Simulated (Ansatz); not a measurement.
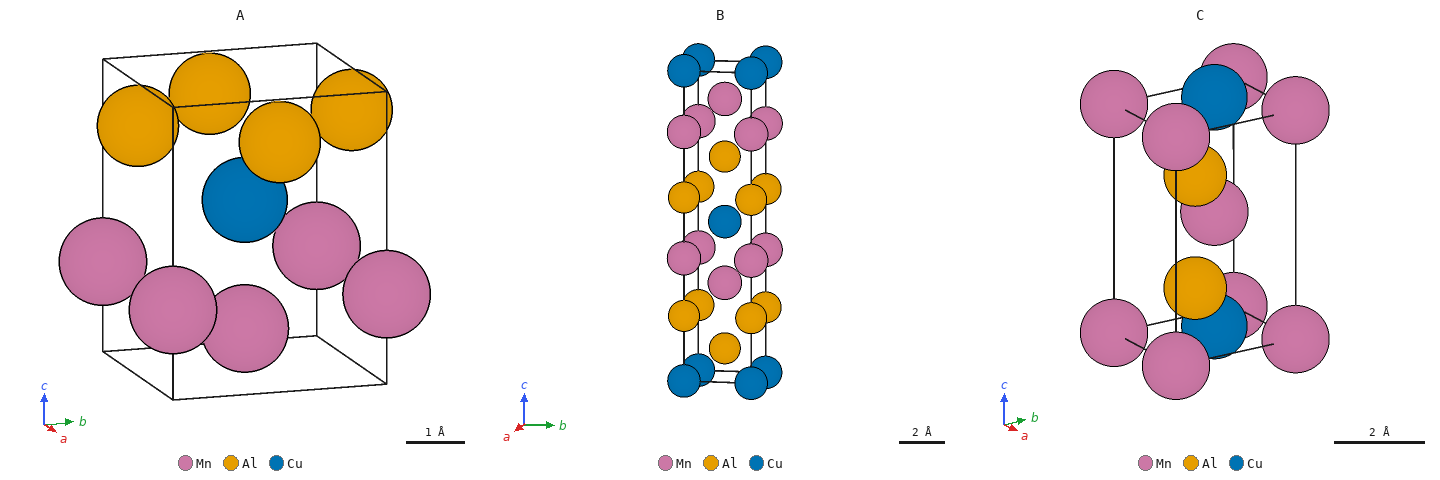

Three structures of Mn2Al2Cu, each relaxed to rest (conventional cells in solid outline, small ones repeated, each panel with its own scale). Method: DFT PBE, scalar-relativistic, plane waves, PAW (Ansatz 0.2.0), with collinear spins.

> Name the structure in each panel.

A: 5 atoms a cell on a primitive tetragonal lattice, P4mm; B: 10 atoms a cell on a body-centred tetragonal lattice, I4mm; C: 5 atoms a cell on a primitive hexagonal lattice, P-6m2.

> Rank them by energy, lowest first.

B, then C (+213 meV/atom) and A (+339 meV/atom), energies at zero smearing.

> Collect the results in a table.

| panel | structure | E − E(lowest) (meV/atom) | volume (Å³/atom) | gap (eV) |
| --- | --- | --- | --- | --- |
| B | I4mm | 0 | 13.1 | metal |
| C | P-6m2 | 213 | 15.5 | metal |
| A | P4mm | 339 | 15.6 | metal |

Some of these may be structure types tried for this composition rather than known phases, and the most stable form need not be among them. Gaps are taken on the k-mesh or band path of each run.
